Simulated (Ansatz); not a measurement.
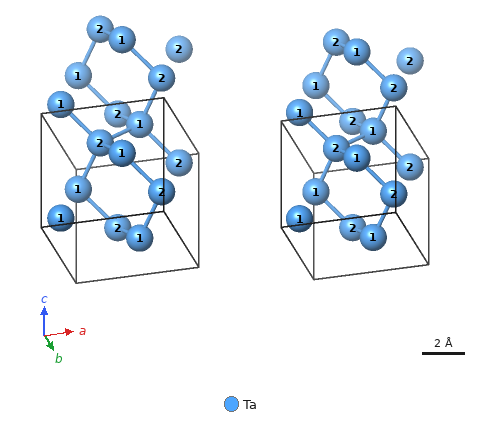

Two geometries of a crystal of Ta (a generated structure, set up in Fd-3m), drawn at one scale. One is the start of a relaxation, the other its converged end. A ball-and-stick model of the conventional cell (4 times the calculation's cell), repeated 1 × 1 × 2 with one cell outlined, seen from a free direction. Lengths and directions refer to the drawn axes.

The calculation used Ansatz, DFT, BLYP, plane waves (420 eV) with PAW, scalar-relativistic. Settings: plane-wave cutoff 420 eV; k-point mesh 9 × 9 × 9; occupations fermi dirac; smearing width 0.1 eV; no spin polarisation; cell and atoms relaxed; force threshold 0.01 eV/Å; at most 60 steps.

### Which of the two is the end point?

The left one is the relaxed one. Phase: diamond. Over 4 accepted moves (5 points after the start) the energy falls by 268 meV per atom. All forces vanish by symmetry, so only the cell relaxes. Pressure: 18.13 GPa at the start and 0.04 GPa at the end. The SCF was repeated once at an unchanged geometry on a basis and grid sized afresh for the cell, which shifted the energy by 1.7 meV per atom at most. No atom moves by more than 0.005 Å relative to the cell. Cell: a = b = c 5.800 → 6.205 Å (+7.0 %). Volume +22.5 %. Some distances before and after: Ta1–Ta2 2.511 → 2.687 Å. The space group stays Fd-3m (No. 227).
